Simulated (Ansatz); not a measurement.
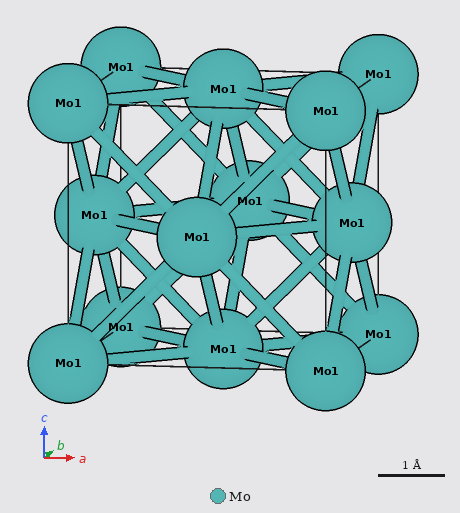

This is a symmetric starting cell of Mo. A ball-and-stick model of the conventional cell (4 times the calculation's cell), seen slightly off an axis. Lengths and directions refer to the drawn axes.

These are results of Ansatz, DFT PBEsol, scalar-relativistic, plane waves, PAW, not measurements. (plane-wave cutoff 420 eV; k-point mesh 16 × 16 × 16; occupations gaussian; smearing width 0.1 eV; no spin polarisation)

Now this is done to it. The cell is strained by +5.4 % along a and −0.6 % across it (volume +4.1 %), the atoms keeping their fractional coordinates. No relaxation follows. The starting cell wasn't computed here and needn't be at equilibrium, so pressure and forces aren't due to the change alone.

The input:
```yaml
crystal:
  lattice:
    - [0.0, 2.00280925, 2.00280925]
    - [2.12370925, 0.0, 2.00280925]
    - [2.12370925, 2.00280925, 0.0]
  atoms:
    - { symbol: Mo, position: [0.0, 0.0, 0.0] }
basis:
  ecutwfc: 420
kpoints:
  mp_grid: { grid: [16, 16, 16] }
hamiltonian:
  xc: pbesol
scf:
  occupations: { method: gaussian, width: 0.1 }
output:
  forces: true
  stress: true
  eigenvalues: true
  write_density: true
  write_potential: true
  elf: true
  volumetric_format: npy
```

Run as
```bash
ansatz run input.yaml --threads 1 --pin off --max-ram 1331MiB --backend cpu --events-out ev --progress --plain --runs-dir out
```

What is the effect?

Near-neighbour distances before and after: Mo–Mo 2.850 → 2.832 to 2.919 Å. The space group (tolerance 0.01 Å) goes from Fm-3m (No. 225) to I4/mmm (No. 139). The pressure is −19.7 GPa (not all of it need come from the change, since the unchanged cell can be under pressure at this level too). The principal stresses (compression positive) are −14.8 GPa along a and −22.2 GPa across it. All forces vanish by symmetry.

The changed structure in the same view:

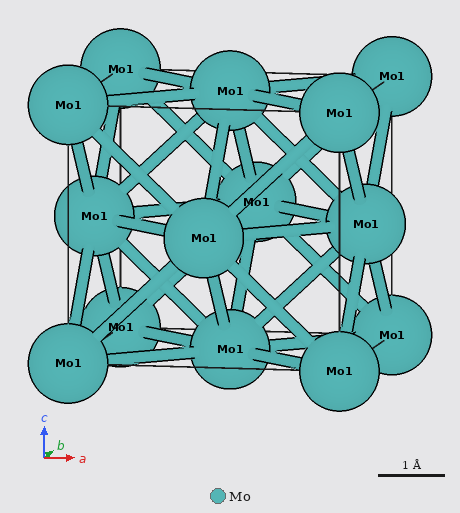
